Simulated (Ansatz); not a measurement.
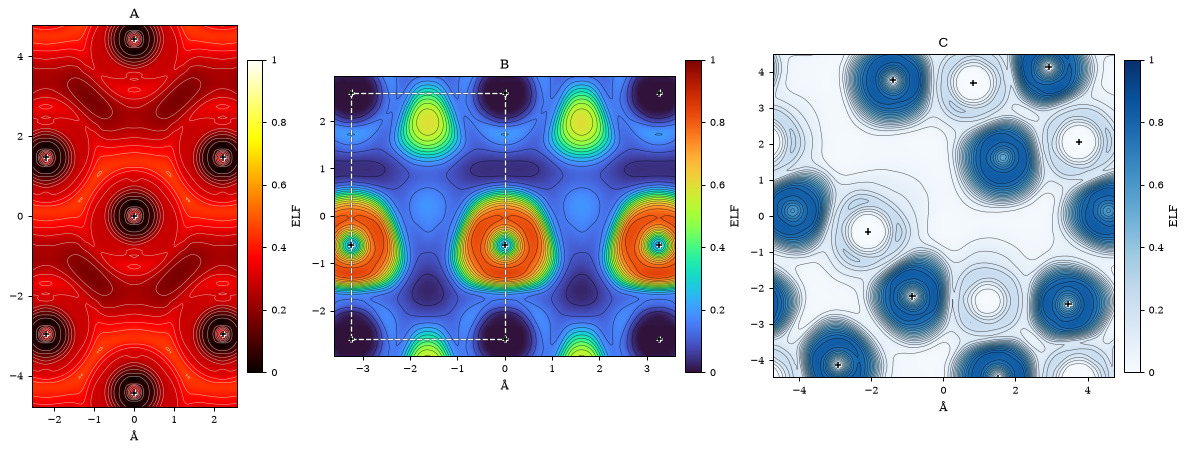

The ELF of 3 systems, each on a plane through atoms (crosses mark nuclei in the plane).

Level of theory: DFT LDA, scalar-relativistic, plane waves, PAW (Ansatz).

System 1: Ga, the (010) plane of the conventional cell. Space group Cmce.

System 2: ZnO (cell charge −0.001703, with a compensating background), the (100) plane of the conventional cell. Space group P6₃mc.

System 3: In2O3, the (100) plane of the calculation cell. Space group Ia-3.

```
CELL_PARAMETERS angstrom
-5.05850 5.05850 5.05850
5.05850 -5.05850 5.05850
5.05850 5.05850 -5.05850
ATOMIC_POSITIONS crystal
In 0.50000 0.50000 0.50000
In 0.50000 0.00000 0.00000
In 0.00000 0.50000 0.00000
In 0.00000 0.00000 0.50000
In 0.25000 0.71630 0.46630
In 0.75000 0.78370 0.03370
In 0.46630 0.25000 0.71630
In 0.03370 0.75000 0.78370
In 0.71630 0.46630 0.25000
In 0.78370 0.03370 0.75000
In 0.75000 0.28370 0.53370
In 0.25000 0.21630 0.96630
In 0.53370 0.75000 0.28370
In 0.96630 0.25000 0.21630
In 0.28370 0.53370 0.75000
In 0.21630 0.96630 0.25000
O 0.53540 0.77080 0.54700
O 0.72380 0.98840 0.95300
O 0.96460 0.51160 0.23540
O 0.77620 0.72920 0.26460
O 0.54700 0.53540 0.77080
O 0.95300 0.72380 0.98840
O 0.23540 0.96460 0.51160
O 0.26460 0.77620 0.72920
O 0.77080 0.54700 0.53540
O 0.98840 0.95300 0.72380
O 0.51160 0.23540 0.96460
O 0.72920 0.26460 0.77620
O 0.46460 0.22920 0.45300
O 0.27620 0.01160 0.04700
O 0.03540 0.48840 0.76460
O 0.22380 0.27080 0.73540
O 0.45300 0.46460 0.22920
O 0.04700 0.27620 0.01160
O 0.76460 0.03540 0.48840
O 0.73540 0.22380 0.27080
O 0.22920 0.45300 0.46460
O 0.01160 0.04700 0.27620
O 0.48840 0.76460 0.03540
O 0.27080 0.73540 0.22380
```

**Which map belongs to which system?**

Panel A is system 1, Ga: the plane holds Ga. Panel B is system 2, ZnO: the plane holds Zn and O. Zn–O (1.98 Å): the ELF peaks at about 0.85 in the valence shell of O, 0.6 Å from its nucleus, and is about 0.25 at the midpoint: no shared electron pair shows on this line. Panel C is system 3, In2O3: the plane holds In and O. In–O (2.13 Å): the ELF peaks at about 0.85 in the valence shell of O, 0.6 Å from its nucleus, and is about 0.15 at the midpoint; no localised pair shows between them.
